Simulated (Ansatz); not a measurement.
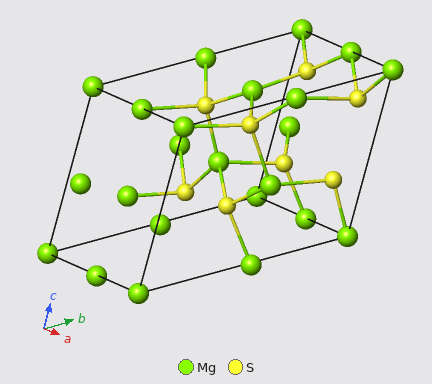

The image is a ball-and-stick drawing of a crystal, viewed slightly off an axis. The edges of the unit cell are marked.

MgS, a = 8.07 Å, b = 8.07 Å, c = 8.07 Å, α = 60.00°, β = 60.00°, γ = 60.00°.

The numbers come from Ansatz, DFT PBE, scalar-relativistic, plane waves, PAW, using a plane-wave cutoff of 420 eV, Brillouin-zone sampling on a 4×4×4 mesh, Fermi-Dirac smearing of 0.069 eV, no spin polarisation.

> Metal or not?

A semiconductor at this level, with a gap of 2.94 eV on the k-mesh (the true edges may lie between mesh points, so the gap can be somewhat smaller).

> Under what pressure is the structure?

The computed pressure is 0.5 GPa (compressed: it would expand).

It goes back to a structure listed in the Materials Project. The cell was then strained or its atoms displaced on purpose. Ansatz was used for an electronic-structure calculation on it.

At this level of theory the cell isn't at rest (forces up to 1.3 eV/Å), so its distances can differ from those at equilibrium, the more so the softer the solid.
